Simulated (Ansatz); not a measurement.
System Al₂O₃ (space group P6_3/mmc, No. 194); source of the atomic positions: the input geometry of an electronic-structure calculation (not necessarily at equilibrium); the starting structure was generated, so it need not be a known form of this composition.

```cif
data_structure
_symmetry_space_group_name_H-M 'P6_3/mmc'
_symmetry_Int_Tables_number 194
_cell_length_a 2.8709
_cell_length_b 2.8709
_cell_length_c 14.4983
_cell_angle_alpha 90.000
_cell_angle_beta 90.000
_cell_angle_gamma 120.000
_cell_volume 103.49
loop_
_atom_site_label
_atom_site_type_symbol
_atom_site_symmetry_multiplicity
_atom_site_Wyckoff_symbol
_atom_site_fract_x
_atom_site_fract_y
_atom_site_fract_z
_atom_site_occupancy
Al1 Al 4 f 0.66667 0.33333 0.09437 1
O1 O 2 a 0.00000 0.00000 0.00000 1
O2 O 4 f 0.33333 0.66667 0.14158 1
```

Describe the stacking along c, naming the columns A, B, C as they first turn up.

O(A) – Al(B) – O(C) – O(C) – Al(B) – O(A) – Al(C) – O(B) – O(B) – Al(C) (ten layers in 14.50 Å).

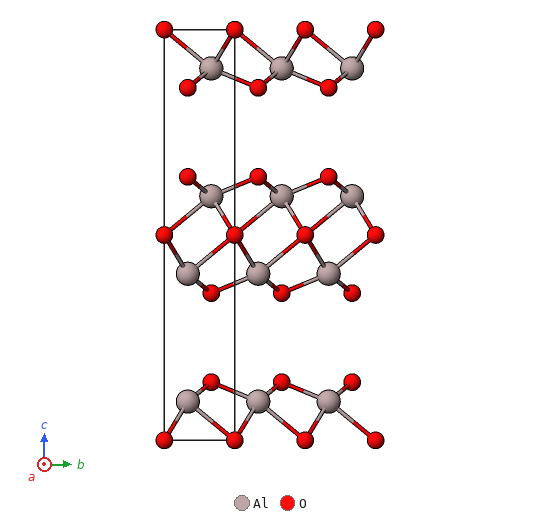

The picture looks along a close-packed row of the hexagonal mesh; c points upwards. Every atom sits on one of the three columns of the mesh; call them A, B, C in the order in which they first turn up. The sequence starts with the first layer at or above the cell's origin.
